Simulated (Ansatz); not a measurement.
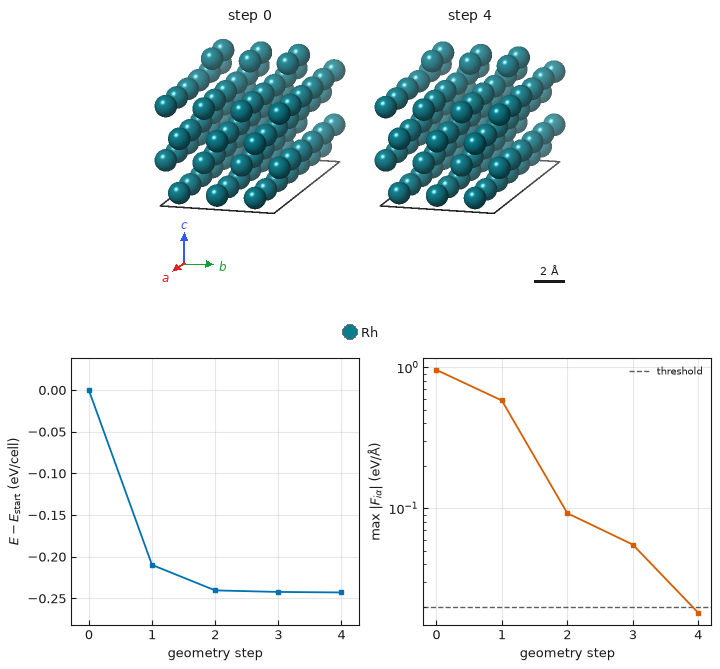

First and last geometry of a constrained relaxation of a slab of composition Rh (cut from the Fm-3m phase), with the history of the run. The picture is a spheres-only view of the 1 × 3 repeat of the cell, outlined in the plane, without the vacuum (origin shifted), seen slightly off an axis.

Case: stripe over 2 of 6 cells, two steps. 12 atoms are held fixed.

Theory: DFT PBE, scalar-relativistic, plane waves, PAW (Ansatz 0.2.0). Set-up: plane-wave cutoff 420 eV; k-point mesh 2 × 12 × 1; occupations gaussian; smearing width 0.1 eV; no spin polarisation; dipole correction; atoms relaxed in a fixed cell; force threshold 0.02 eV/Å; at most 45 steps.

Q: Read the history and describe the run.

A: It converged. After 4 geometry steps the energy has fallen by 0.243 eV per cell of the calculation. Largest force component: 0.96 eV/Å at the start, 0.018 eV/Å at the end. The largest moves, 0.17 Å, are those of Rh atoms. The cell stays as it was. Some distances before and after: Rh–Rh 2.708 → 2.614 Å, Rh–Rh 2.708 → 2.640 Å, Rh–Rh 2.708 → 2.771 Å, Rh–Rh 2.708 → 2.667 Å. The run took 18 min on 4 threads of Intel(R) Xeon(R) Processor @ 2.50GHz (Skylake/Cascade Lake) (shared host), peak memory 5.2 GiB.
